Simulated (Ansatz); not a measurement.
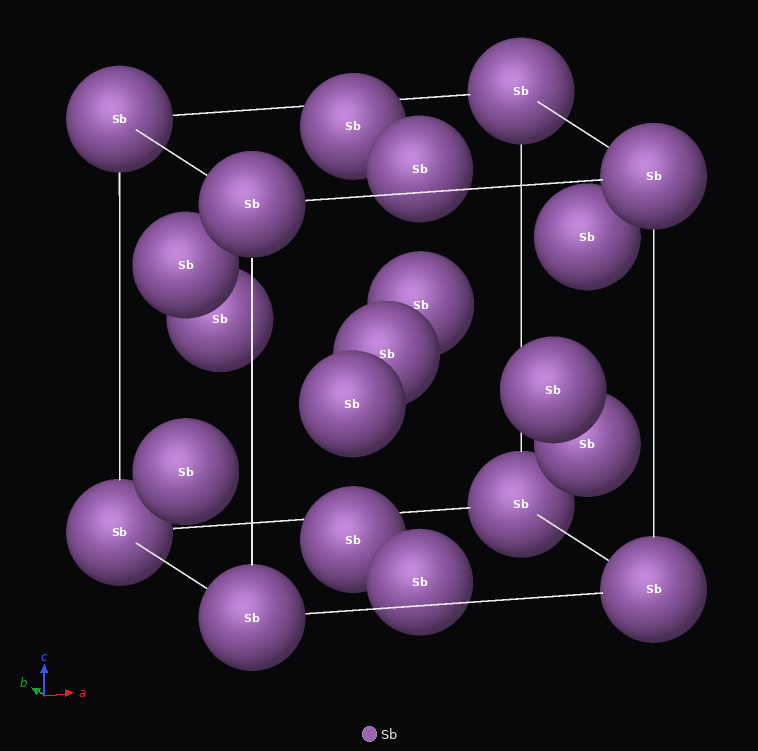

The crystal in a spheres-only representation, seen slightly off an axis. One conventional unit cell is framed, with atoms on its boundary repeated.

Cell constants: a = 6.068 Å, b = 6.068 Å, c = 6.068 Å, α = 90.00°, β = 90.00°, γ = 90.00°.

What is the cell content?

8 (antimony), counting shared atoms by their share.

Which of the 230 space groups is it?

Pm-3n (No. 223), with Sb on 2a and Sb on 6c.

Which textbook structure type do you recognise?

Β-tungsten (A15) type.

It derives from a textbook structure type filled with this element (whether it is the usual form wasn't checked). What is shown is the relaxed result from DFT PBE, scalar-relativistic, plane waves, PAW in Ansatz.
